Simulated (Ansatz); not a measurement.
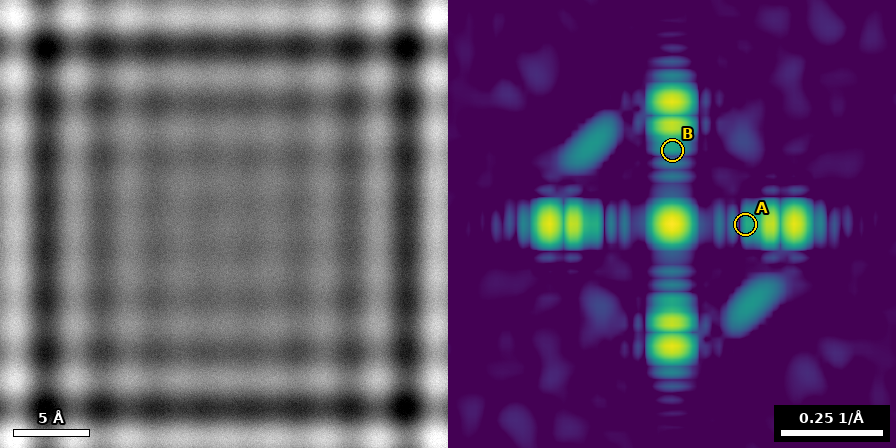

HRTEM-like image of a crystal. Simulated in the weak-phase-object approximation with neutral-atom potentials: 80 kV, Cs = 1.20 mm, defocus −849 Å (negative is underfocus), defocus spread 40 Å, aperture 0.28 1/Å. Shot noise was added.

The right panel is the modulus of the image's Fourier transform on a logarithmic scale.

Which lattice spacings do the marked spots stand for, and what angle do A and B enclose?

Answer. A: 5.4 Å, B: 5.4 Å; A and B enclose about 90°.

The crystal is Si (Fd-3m, No. 227) along [001]; the spots are (-1 0 0) and (0 -1 0). Structure: a calculation's starting geometry.
